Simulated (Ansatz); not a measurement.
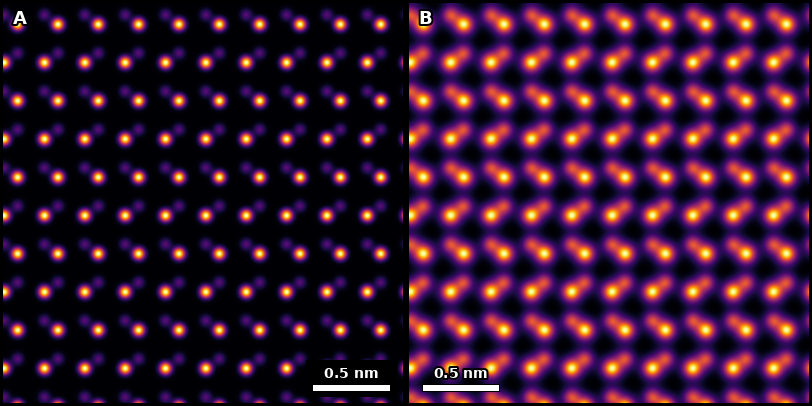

Two simulated images of the same area of SiC (P6_3mc, No. 186) along [100], with a probe of 0.65 Å. One is incoherent Z contrast (Z^1.7 per atom), the other the projected potential of neutral atoms blurred by the probe (iDPC-like, thin sample). Brightness is counted from the darkest point of the image. Structure used: coordinates from a relaxation with DFT PBE, scalar-relativistic, plane waves, PAW in Ansatz 0.2.0.

Which panel is which, and how can one tell?

A is the Z-contrast image and B the potential image. The columns of 1 C per repeat reach about 24 % of the brightest peak (1 Si) in A but about 61 % in B, mainly since the potential grows much more slowly with atomic number.
